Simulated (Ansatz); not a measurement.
Geometry relaxation of WSe$_{2}$ (part 1 of 3)

System: WSe$_{2}$ (6 atoms in the cell).
Method: DFT, PBEsol, plane waves, PAW, no spin polarisation (Ansatz 0.2.0).

The structure was built on a prototype by a generator. Figures and captions count atoms from 1; the log counts them from 0 in places.

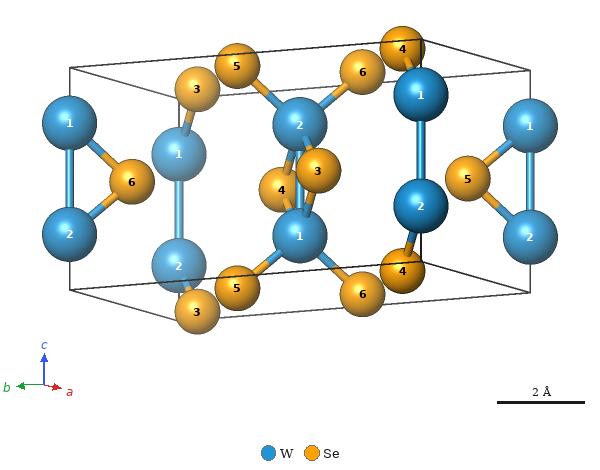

Figure 1. The structure as given in the input (ball-and-stick view of the cell 2 times as large as that of the calculation, set on its symmetry axes, seen at an oblique angle; atoms are numbered from 1 in the order of the input). Near neighbours in the crystal (not all of them lie inside the picture): W has 4 Se at 2.01 Å and 2 W at 2.61 Å; Se has 2 W at 2.01 Å.

## Input
```yaml
crystal:
  lattice:
    - [-2.70920589, 4.62777723, 2.61464434]
    - [2.70920589, -4.62777723, 2.61464434]
    - [2.70920589, 4.62777723, -2.61464434]
  atoms:
    - { symbol: W, position: [0.75, 0.75, 0.0] }
    - { symbol: W, position: [0.25, 0.25, 0.0] }
    - { symbol: Se, position: [0.88474514, 0.79856471, 0.68330985] }
    - { symbol: Se, position: [0.11525487, 0.20143529, 0.31669015] }
    - { symbol: Se, position: [0.61525487, 0.29856471, 0.91381958] }
    - { symbol: Se, position: [0.38474513, 0.70143529, 0.08618042] }
kpoints:
  mp_grid: { grid: [6, 6, 6] }
hamiltonian:
  xc: pbesol
scf:
  occupations: { method: fermi_dirac, width: 0.03 }
relax:
  f_tol: 0.01
  cell: {}
  max_steps: 120
```

Machine: 2 threads of Intel Xeon @ 2.70GHz, 189 GiB of memory available, shared host.

Launched with:
```bash
ansatz run input.yaml --threads 2 --pin off --max-ram 2211MiB --backend cpu --events-out ev --progress --plain --runs-dir out
```

## The program's output
```
Engine: ansatz 0.2.0, x86_64-unknown-linux-gnu
Pseudopotentials: kind: paw
Pseudopotential: W, paw, valence charge 14, recommended cutoff 420 eV (normal), W.paw.azcp
Pseudopotential: Se, paw, valence charge 16, recommended cutoff 420 eV (normal), Se.paw.azcp
Functional definition: PBEsol
  exchange = pbesol_x
  correlation = pbesol_c
Crystal: 6 atoms, lattice volume = 131.125 Å³
Basis set: ecut = 420 eV, 2535 PW (Γ), exchange–correlation on 80×80×80 points (8 copies of the dense FFT grid, shifted against one another)
Bands: 56, of which v1, the nominal top of the filled ones, is band 46 counted from 1 (45 counted from 0)
Symmetry: 8 space group operations
Space group: Ibam (ITA 72), of the structure as read, at distance tolerance 5.1e-5 Å
k-points: 46 of 216
Non-local potential: W, projectors of the file, l = 0: 3, l = 1: 2, l = 2: 2, l = 3: 1
Non-local potential: Se, projectors of the file, l = 0: 2, l = 1: 2, l = 2: 3, l = 3: 1
PAW form: soft (Blöchl's): semilocal exchange-correlation on the pseudo side does not see the compensation charge
PAW frozen core: W, regenerated for the run's functional, and the local potential with it (the file was generated under x = pbe(κ = 0.804, μ = 0.2195149727645171), c = pbe(β = 0.06672455060314922))
PAW frozen core: Se, regenerated for the run's functional, and the local potential with it (the file was generated under x = pbe(κ = 0.804, μ = 0.2195149727645171), c = pbe(β = 0.06672455060314922))
PAW one-centre angular grid: W, 590 points (default); XC on 64 Gauss nodes
PAW one-centre angular grid: Se, 590 points (default); XC on 64 Gauss nodes
Initial density: superposition of atomic densities (neutral atoms: chi_scale 0, normalization atom), corrected by the library's trained network
Initial wavefunctions: pseudopotential atomic-orbital guess
Functional: x = pbesol(κ = 0.804, μ = 0.12345679012345678), c = pbesol(β = 0.046)
SCF iter   1: F=—  HF=-42193.247132 eV  |F-HF|=—  |Δ(HF+E_count)|=         —  Δρ=1.29e-2  dr2=1.21e-1  ethr=1.77e-3  ⟨swp⟩=6.0  Hψ=9452  notcnv=0  defer=11
preconditioner: auto → LDOS  [metal: Δε(μ)=0.011 eV  Ē_g=10.426 eV  σ=0.030 eV  W_gap=0.09  n_scr=34 (ndim 8)  ℏωp=19.5 eV  f_vac=0.126  D(μ)=6.49/eV (n_scr^D=60)  β→1.0]
SCF iter   2: F=—  HF=-42193.231489 eV  |F-HF|=—  |Δ(HF+E_count)|=   1.56e-2  Δρ=3.28e-3  dr2=1.43e-2  ethr=1.32e-4  ⟨swp⟩=2.3  Hψ=4137  notcnv=0  defer=158
SCF iter   3: F=—  HF=-42193.229950 eV  |F-HF|=—  |Δ(HF+E_count)|=   1.54e-3  Δρ=1.77e-3  dr2=6.21e-3  ethr=1.55e-5  ⟨swp⟩=2.0  Hψ=4744  notcnv=0  defer=158
SCF iter   4: F=—  HF=-42193.228586 eV  |F-HF|=—  |Δ(HF+E_count)|=   1.36e-3  Δρ=9.72e-4  dr2=1.73e-3  ethr=6.75e-6  ⟨swp⟩=3.0  Hψ=4624  notcnv=0  defer=158
SCF iter   5: F=—  HF=-42193.228349 eV  |F-HF|=—  |Δ(HF+E_count)|=   2.37e-4  Δρ=4.43e-4  dr2=3.44e-4  ethr=1.88e-6  ⟨swp⟩=2.1  Hψ=2956  notcnv=0  defer=158
SCF iter   6: F=—  HF=-42193.228244 eV  |F-HF|=—  |Δ(HF+E_count)|=   1.05e-4  Δρ=1.20e-4  dr2=2.21e-5  ethr=3.74e-7  ⟨swp⟩=2.6  Hψ=4309  notcnv=0  defer=158
SCF iter   7: F=—  HF=-42193.228240 eV  |F-HF|=—  |Δ(HF+E_count)|=   4.15e-6  Δρ=3.07e-5  dr2=1.11e-6  ethr=2.41e-8  ⟨swp⟩=2.0  Hψ=3213  notcnv=0  defer=158
SCF iter   8: F=-42193.228240 eV  HF=-42193.228240 eV  |F-HF|=1.48e-8  |Δ(HF+E_count)|=   8.83e-8  Δρ=6.37e-6  dr2=3.83e-8  ethr=1.09e-10  ⟨swp⟩=3.8  Hψ=10367  notcnv=0
SCF 1 converged in 8 iterations: F = -42193.228240 eV  dr2 = 3.83e-8
  greatest PAW one-centre occupation: 1.000 electrons in one spin orbital (limit 2), on the Se atom at site 3 (counted from 0), in its partial waves of l = 2
relax step   1: F+E_penalty+E_count = -42193.22823982 eV  Δ(F+E_penalty+E_count) = +0.000e0 eV  max|allowed force component| = 1.498e1 eV/Å  Δτ_max = 0.0000 Å  P = +94.611 GPa  Ω = 131.125 Å³  (8 SCF iters, dr2 threshold 1.00e-7 eV, accepted)
Crystal: 6 atoms, lattice volume = 142.828 Å³
Basis set: ecut = 420 eV, 2787 PW (Γ), exchange–correlation on 80×80×80 points (8 copies of the dense FFT grid, shifted against one another)
Initial density: handed on by an earlier stage of this run
Initial wavefunctions: those handed on with the density
SCF iter   1: F=—  HF=-42208.698687 eV  |F-HF|=—  |Δ(HF+E_count)|=         —  Δρ=4.03e-2  dr2=6.20e0  ethr=3.10e-3  ⟨swp⟩=7.0  Hψ=10582  notcnv=0  defer=1
preconditioner: auto → LDOS  [metal: Δε(μ)=0.022 eV  Ē_g=9.376 eV  σ=0.030 eV  W_gap=0.18  n_scr=34 (ndim 8)  ℏωp=18.6 eV  f_vac=0.108  D(μ)=3.69/eV (n_scr^D=22)  β→1.0]
SCF iter   2: F=—  HF=-42207.764583 eV  |F-HF|=—  |Δ(HF+E_count)|=   9.34e-1  Δρ=2.97e-2  dr2=1.91e0  ethr=3.10e-3  ⟨swp⟩=3.5  Hψ=4577  notcnv=0  defer=93
SCF iter   3: F=—  HF=-42207.494375 eV  |F-HF|=—  |Δ(HF+E_count)|=   2.70e-1  Δρ=6.11e-3  dr2=1.11e-1  ethr=2.07e-3  ⟨swp⟩=3.0  Hψ=4029  notcnv=0  defer=99
SCF iter   4: F=—  HF=-42207.482252 eV  |F-HF|=—  |Δ(HF+E_count)|=   1.21e-2  Δρ=1.62e-3  dr2=4.99e-3  ethr=1.21e-4  ⟨swp⟩=2.9  Hψ=3950  notcnv=0  defer=99
SCF iter   5: F=—  HF=-42207.481586 eV  |F-HF|=—  |Δ(HF+E_count)|=   6.66e-4  Δρ=4.62e-4  dr2=3.11e-4  ethr=5.42e-6  ⟨swp⟩=2.0  Hψ=4859  notcnv=0  defer=99
SCF iter   6: F=—  HF=-42207.481273 eV  |F-HF|=—  |Δ(HF+E_count)|=   3.13e-4  Δρ=1.57e-4  dr2=1.99e-5  ethr=3.38e-7  ⟨swp⟩=2.0  Hψ=4626  notcnv=0  defer=99
SCF iter   7: F=—  HF=-42207.481296 eV  |F-HF|=—  |Δ(HF+E_count)|=   2.29e-5  Δρ=3.43e-5  dr2=2.45e-6  ethr=2.16e-8  ⟨swp⟩=2.0  Hψ=4580  notcnv=0  defer=99
SCF iter   8: F=-42207.481296 eV  HF=-42207.481296 eV  |F-HF|=3.21e-8  |Δ(HF+E_count)|=   3.27e-7  Δρ=8.38e-6  dr2=7.90e-8  ethr=6.52e-10  ⟨swp⟩=5.0  Hψ=9994  notcnv=0
SCF 2 converged in 8 iterations: F = -42207.481296 eV  dr2 = 7.90e-8
[... from here on the iterations of each SCF are left out, up to the last one ...]
relax step   2: F+E_penalty+E_count = -42207.48129600 eV  Δ(F+E_penalty+E_count) = -1.425e1 eV  max|allowed force component| = 4.255e0 eV/Å  Δτ_max = 0.1950 Å  P = +29.175 GPa  Ω = 142.828 Å³  energy of the carried Pulay correction = -4.472e-3 eV  (8 SCF iters, dr2 threshold 6.00e-7 eV, accepted)
Crystal: 6 atoms, lattice volume = 159.404 Å³
Basis set: ecut = 420 eV, 3109 PW (Γ), exchange–correlation on 80×80×80 points (8 copies of the dense FFT grid, shifted against one another)
preconditioner: auto → LDOS  [metal: Δε(μ)=0.004 eV  Ē_g=8.677 eV  σ=0.030 eV  W_gap=0.03  n_scr=34 (ndim 8)  ℏωp=17.6 eV  f_vac=0.133  D(μ)=5.75/eV (n_scr^D=48)  β→1.0]
SCF 3 converged in 8 iterations: F = -42209.619640 eV  dr2 = 3.31e-8
relax step   3: F+E_penalty+E_count = -42209.61963972 eV  Δ(F+E_penalty+E_count) = -2.138e0 eV  max|allowed force component| = 1.589e0 eV/Å  Δτ_max = 0.0548 Å  P = +10.307 GPa  Ω = 159.404 Å³  energy of the carried Pulay correction = -1.019e-2 eV  (8 SCF iters, dr2 threshold 6.00e-7 eV, accepted)
Crystal: 6 atoms, lattice volume = 168.180 Å³
Basis set: ecut = 420 eV, 3321 PW (Γ), exchange–correlation on 80×80×80 points (8 copies of the dense FFT grid, shifted against one another)
preconditioner: auto → LDOS  [metal: Δε(μ)=0.018 eV  Ē_g=8.259 eV  σ=0.030 eV  W_gap=0.15  n_scr=34 (ndim 8)  ℏωp=17.2 eV  f_vac=0.116  D(μ)=1.96/eV (n_scr^D=10)  β→1.0]
preconditioner: auto → Resta (q_TF=auto, 2.467 Å⁻¹)  ε∞=5.5  [insulator: Δε(μ)=0.134 eV  Ē_g=8.120 eV  σ=0.030 eV  W_gap=0.77  n_scr=34 (ndim 8)  ℏωp=17.2 eV  f_vac=0.109  D(μ)=0.38/eV (n_scr^D=0)  ε∞_Penn≈5.5  β→0.5]
SCF 4 converged in 9 iterations: F = -42210.076041 eV  dr2 = 2.50e-8
relax step   4: F+E_penalty+E_count = -42210.07604124 eV  Δ(F+E_penalty+E_count) = -4.564e-1 eV  max|allowed force component| = 1.738e-1 eV/Å  Δτ_max = 0.1937 Å  P = +0.859 GPa  Ω = 168.180 Å³  energy of the carried Pulay correction = -1.297e-2 eV  (9 SCF iters, dr2 threshold 6.00e-7 eV, accepted)
Crystal: 6 atoms, lattice volume = 175.464 Å³
Basis set: ecut = 420 eV, 3433 PW (Γ), exchange–correlation on 80×80×80 points (8 copies of the dense FFT grid, shifted against one another)
preconditioner: auto → LDOS  [metal: Δε(μ)=0.030 eV  Ē_g=8.146 eV  σ=0.030 eV  W_gap=0.24  n_scr=36 (ndim 8)  ℏωp=16.8 eV  f_vac=0.146  D(μ)=6.54/eV (n_scr^D=60)  β→1.0]
SCF 5 converged in 8 iterations: F = -42210.102884 eV  dr2 = 1.09e-7
relax step   5: F+E_penalty+E_count = -42210.10288404 eV  Δ(F+E_penalty+E_count) = -2.684e-2 eV  max|allowed force component| = 1.747e-1 eV/Å  Δτ_max = 0.1383 Å  P = -0.469 GPa  Ω = 175.464 Å³  energy of the carried Pulay correction = -1.516e-2 eV  (8 SCF iters, dr2 threshold 6.00e-7 eV, accepted)
Crystal: 6 atoms, lattice volume = 176.062 Å³
Basis set: ecut = 420 eV, 3417 PW (Γ), exchange–correlation on 80×80×80 points (8 copies of the dense FFT grid, shifted against one another)
preconditioner: auto → LDOS  [metal: Δε(μ)=0.032 eV  Ē_g=8.164 eV  σ=0.030 eV  W_gap=0.25  n_scr=36 (ndim 8)  ℏωp=16.8 eV  f_vac=0.143  D(μ)=5.50/eV (n_scr^D=34)  β→1.0]
SCF 6 converged in 7 iterations: F = -42210.113440 eV  dr2 = 2.42e-8
relax step   6: F+E_penalty+E_count = -42210.11344049 eV  Δ(F+E_penalty+E_count) = -1.056e-2 eV  max|allowed force component| = 9.375e-2 eV/Å  Δτ_max = 0.0305 Å  P = +0.186 GPa  Ω = 176.062 Å³  energy of the carried Pulay correction = -1.533e-2 eV  (7 SCF iters, dr2 threshold 6.00e-7 eV, accepted)
Crystal: 6 atoms, lattice volume = 174.489 Å³
Basis set: ecut = 420 eV, 3409 PW (Γ), exchange–correlation on 80×80×80 points (8 copies of the dense FFT grid, shifted against one another)
preconditioner: auto → LDOS  [metal: Δε(μ)=0.034 eV  Ē_g=8.164 eV  σ=0.030 eV  W_gap=0.28  n_scr=36 (ndim 8)  ℏωp=16.9 eV  f_vac=0.132  D(μ)=5.52/eV (n_scr^D=34)  β→1.0]
SCF 7 converged in 6 iterations: F = -42210.118368 eV  dr2 = 1.45e-7
relax step   7: F+E_penalty+E_count = -42210.11836836 eV  Δ(F+E_penalty+E_count) = -4.928e-3 eV  max|allowed force component| = 3.370e-3 eV/Å  Δτ_max = 0.0208 Å  P = -0.024 GPa  Ω = 174.489 Å³  energy of the carried Pulay correction = -1.487e-2 eV  (6 SCF iters, dr2 threshold 5.49e-7 eV, accepted)
Crystal: 6 atoms, lattice volume = 173.743 Å³
Basis set: ecut = 420 eV, 3405 PW (Γ), exchange–correlation on 80×80×80 points (8 copies of the dense FFT grid, shifted against one another)
preconditioner: auto → LDOS  [metal: Δε(μ)=0.026 eV  Ē_g=8.163 eV  σ=0.030 eV  W_gap=0.21  n_scr=36 (ndim 8)  ℏωp=16.9 eV  f_vac=0.126  D(μ)=5.55/eV (n_scr^D=36)  β→1.0]
SCF 8 converged in 7 iterations: F = -42210.119471 eV  dr2 = 5.68e-9
relax step   8: F+E_penalty+E_count = -42210.11947051 eV  Δ(F+E_penalty+E_count) = -1.102e-3 eV  max|allowed force component| = 1.244e-2 eV/Å  Δτ_max = 0.0113 Å  P = -0.037 GPa  Ω = 173.743 Å³  energy of the carried Pulay correction = -1.465e-2 eV  (7 SCF iters, dr2 threshold 2.74e-8 eV, accepted)
Crystal: 6 atoms, lattice volume = 173.487 Å³
preconditioner: auto → LDOS  [metal: Δε(μ)=0.036 eV  Ē_g=8.167 eV  σ=0.030 eV  W_gap=0.28  n_scr=36 (ndim 8)  ℏωp=16.9 eV  f_vac=0.124  D(μ)=5.77/eV (n_scr^D=36)  β→1.0]
SCF 9 converged in 5 iterations: F = -42210.119917 eV  dr2 = 2.97e-8
relax step   9: F+E_penalty+E_count = -42210.11991741 eV  Δ(F+E_penalty+E_count) = -4.469e-4 eV  max|allowed force component| = 8.768e-4 eV/Å  Δτ_max = 0.0017 Å  P = +0.003 GPa  Ω = 173.487 Å³  energy of the carried Pulay correction = -1.457e-2 eV  (5 SCF iters, dr2 threshold 3.07e-8 eV, accepted)
Crystal: 6 atoms, lattice volume = 173.453 Å³
preconditioner: auto → LDOS  [metal: Δε(μ)=0.039 eV  Ē_g=8.166 eV  σ=0.030 eV  W_gap=0.31  n_scr=36 (ndim 8)  ℏωp=16.9 eV  f_vac=0.124  D(μ)=5.85/eV (n_scr^D=36)  β→1.0]
SCF 10 converged in 9 iterations: F = -42210.119961 eV  dr2 = 7.37e-12
relax step  10: F+E_penalty+E_count = -42210.11996069 eV  Δ(F+E_penalty+E_count) = -4.328e-5 eV  max|allowed force component| = 1.169e-3 eV/Å  Δτ_max = 0.0010 Å  P = -0.008 GPa  Ω = 173.453 Å³  energy of the carried Pulay correction = -1.456e-2 eV  (9 SCF iters, accepted)
Basis set: ecut = 420 eV, 3417 PW (Γ), exchange–correlation on 90×90×90 points (8 copies of the dense FFT grid, shifted against one another)
Initial wavefunctions: pseudopotential atomic-orbital guess (no wavefunctions were taken with the density)
preconditioner: auto → LDOS  [metal: Δε(μ)=0.039 eV  Ē_g=8.167 eV  σ=0.030 eV  W_gap=0.31  n_scr=36 (ndim 8)  ℏωp=16.9 eV  f_vac=0.124  D(μ)=5.84/eV (n_scr^D=36)  β→1.0]
SCF 11 converged in 9 iterations: F = -42210.136886 eV  dr2 = 6.65e-12
```
